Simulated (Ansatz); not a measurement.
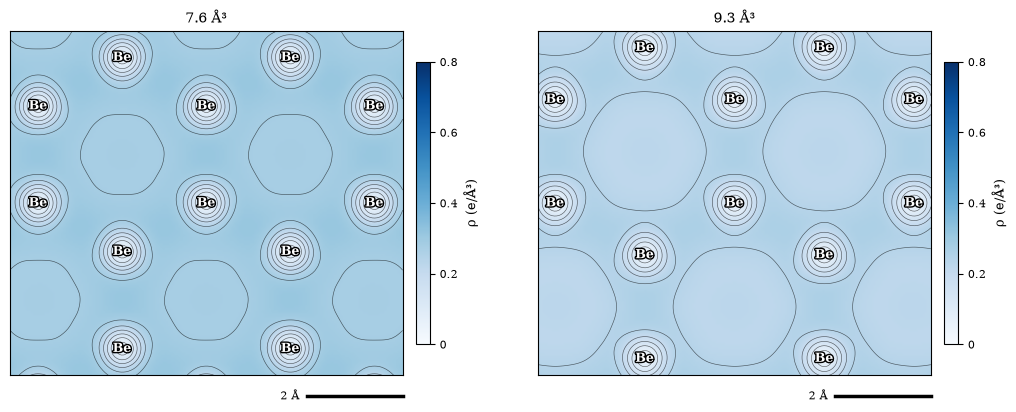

Be. The valence electron density of cells scaled evenly to different volumes (given per atom above each panel), on the (001) plane of each (indices in the axes of the cell below), at one length scale and on one colour scale.

A generated structure, not necessarily the stable one.

Theory: DFT, RPBE, plane waves (420 eV) with PAW, scalar-relativistic in Ansatz 0.2.0.

The density is the valence pseudo-density of a PAW calculation; it isn't the true density close to the nuclei.

The largest cell:

```xyz
3
Lattice="3.7379 0.0000 0.0000 -1.8689 3.2371 0.0000 0.0000 0.0000 2.3018" Properties=species:S:1:pos:R:3 pbc="T T T"
Be    0.0000    0.0000    0.0000
Be    0.0000    2.1581    1.1509
Be    1.8690    1.0790    1.1509
```

| volume (Å³/atom) | Be–Be contact in the plane (Å) | ρ at its midpoint (e/Å³) | pressure (GPa) | 
| --- | --- | --- | --- |
| 7.63 | 2.021 | 0.312 | 10.6 | 
| 8.62 | 2.105 | ? | ? | 
| 9.28 | 2.158 | 0.264 | −10.3 | 

Estimate the missing row, and compare with the calculation.

Answer. Over the known rows ln ρ falls by 1.22 per Å of Be–Be distance (the line through the two), which gives 0.282 e/Å³ at 2.105 Å; the calculation gives 0.281 e/Å³. For the pressure, a straight line in volume between the neighbouring rows gives −1.9 GPa; the calculation gives −4.0, lower because pressure rises ever faster on compression.
